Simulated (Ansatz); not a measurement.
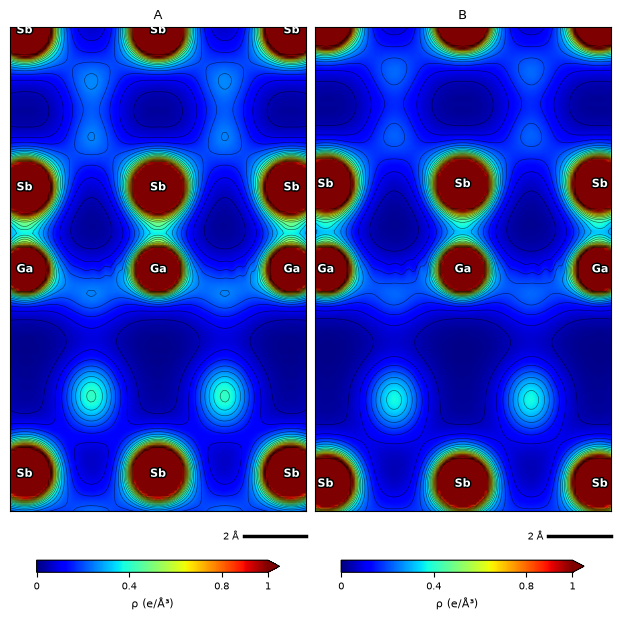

GaSb3. The valence pseudo-density of two cells that differ in size and shape, on the (010) plane of each (indices in the axes of the calculation cell), at one length scale and on one colour scale; one has 28.2 and the other 31.0 Å³ an atom.

Space group P3m1; a generated structure, not necessarily the stable one.

Computed with Ansatz 0.2.0, DFT PBE, scalar-relativistic, plane waves, PAW.

The density is the valence pseudo-density of a PAW calculation; it isn't the true density close to the nuclei.

The larger cell:

```
CELL_PARAMETERS angstrom
4.39726 0.00000 0.00000
-2.19863 3.80814 0.00000
0.00000 0.00000 14.81559
ATOMIC_POSITIONS crystal
Ga 0.33333 0.66667 0.06491
Ga 0.66667 0.33333 0.30755
Sb 0.00000 0.00000 0.99967
Sb 0.33333 0.66667 0.24911
Sb 0.66667 0.33333 0.49265
Sb 0.00000 0.00000 0.59276
Sb 0.33333 0.66667 0.74034
Sb 0.66667 0.33333 0.84400
```

The smaller cell: a = 4.281 Å, b = 4.281 Å, c = 14.224 Å, α = 90.00°, β = 90.00°, γ = 120.00°.

> Which is the denser cell? Describe the effect of the change.

Panel A is the smaller cell, by 9 % in volume. From the larger cell to the smaller, Ga–Sb goes from 2.74 to 2.64 Å, and the density at its midpoint from 0.37 to 0.43 e/Å³; the pressure goes from 0.0 to 4.9 GPa.
